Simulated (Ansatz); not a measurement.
# TaN: what the fields show

Input

```
crystal:
  lattice:
    - [5.2398557858, 0.0, 0.0]
    - [-2.6199278929, 4.5378482226, 0.0]
    - [0.0, 0.0, 2.9041810651]
  atoms:
    - { symbol: Ta, position: [0.0, 0.0, 0.0] }
    - { symbol: Ta, position: [0.3333333333, 0.6666666667, 0.5] }
    - { symbol: Ta, position: [0.6666666667, 0.3333333333, 0.5] }
    - { symbol: "N", position: [0.5, 0.0, 0.0] }
    - { symbol: "N", position: [0.5, 0.5, 0.0] }
    - { symbol: "N", position: [0.0, 0.5, 0.0] }
basis:
  ecutwfc: 500
kpoints:
  mp_grid: { grid: [9, 9, 12] }
  band_path:
    path:
      - [[0.0, 0.0, 0.0], [0.5, 0.0, 0.0], [0.33333333, 0.33333333, 0.0], [0.0, 0.0, 0.0], [0.0, 0.0, 0.5], [0.5, 0.0, 0.5], [0.33333333, 0.33333333, 0.5], [0.0, 0.0, 0.5]]
      - [[0.5, 0.0, 0.5], [0.5, 0.0, 0.0]]
      - [[0.33333333, 0.33333333, 0.5], [0.33333333, 0.33333333, 0.0]]
    npoints: 14
hamiltonian:
  xc: r2scan
scf:
  occupations: { method: gaussian, width: 0.1 }
  n_extra_bands: 15
output:
  forces: true
  stress: true
  eigenvalues: true
  populations: true
  dos: { projected: true, de: 0.02, nscf_kmesh: { grid: [14, 14, 18] } }
  bader: true
  write_density: true
  write_potential: true
  elf: true
  volumetric_format: npy
```

Run with:

```sh
ansatz run input.yaml --threads 1 --pin off --max-ram 2560MiB --backend cpu --events-out ev --progress --plain --runs-dir out
```

Below, planes, directions and counts refer to the conventional cell (a = 5.24 Å, b = 5.24 Å, c = 2.90 Å, α = 90.00°, β = 90.00°, γ = 120.00°).

Space group P6/mmm.

Computed with Ansatz 0.2.0, DFT r2SCAN, scalar-relativistic, plane waves, PAW.

Core electrons are frozen (PAW), and the valence fields are smoothed inside the atomic spheres.

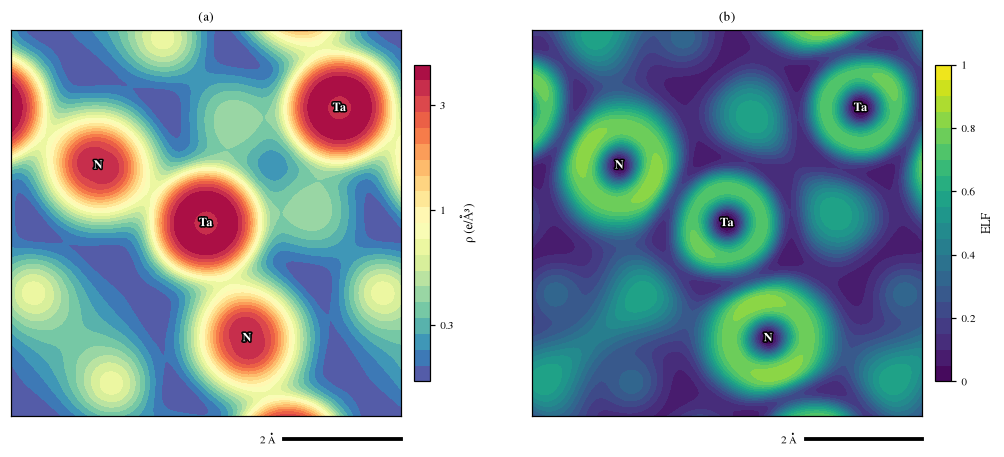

Figure 1. (a) valence electron density; (b) ELF on the (111) plane of the conventional cell.

Interpret the plot.

Answer.
- Atoms in the plane: Ta and N.
- Ta–N (2.10 Å): ρ at the midpoint is about 0.73 e/Å³; the ELF peaks at about 0.85 in the valence shell of N, 0.6 Å from its nucleus, and is about 0.25 at the midpoint (no localised pair shows between them).
- Ta–Ta (3.03 Å): the density is about 0.24 e/Å³ at the midpoint; the ELF is about 0.15 at the midpoint (no shared electron pair shows on this line).
- Between the atoms the lowest density in this plane is 0.17 e/Å³.
- The features right at Ta lie inside the PAW spheres, where the map follows smoothed inner orbitals and isn't to be read closely.

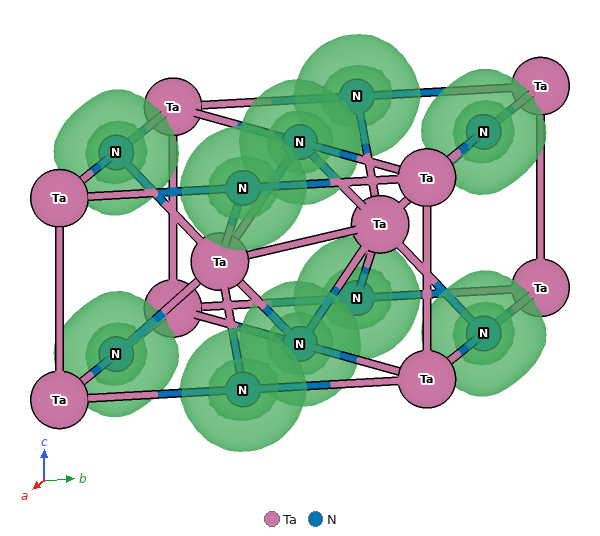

Figure 2. Isosurface of the ELF at 0.7 (green), seen slightly off an axis. Core shells and regions of very low density are left out. Sticks mark near contacts.

Identify the bonds, lone pairs and shells in this picture.

Answer. The surface consists of three regions wrapped around N (the valence shell of each), counted in one cell of 6 atoms. Regions shared between cells count once. Along the contacts the grid gives the following. Ta–Ta (2.90 Å): the ELF is about 0.40 at the midpoint.

What Bader charges does the calculation give?

Answer. Electrons move from Ta towards N. Bader charges: Ta +0.76 to +2.25 and N −1.75 e.

Metal or insulator at this level of theory?

Answer. It is metallic or semimetallic at this level of theory: no gap opens; semilocal functionals without U, or without the true magnetic order, often close the gap of such compounds.
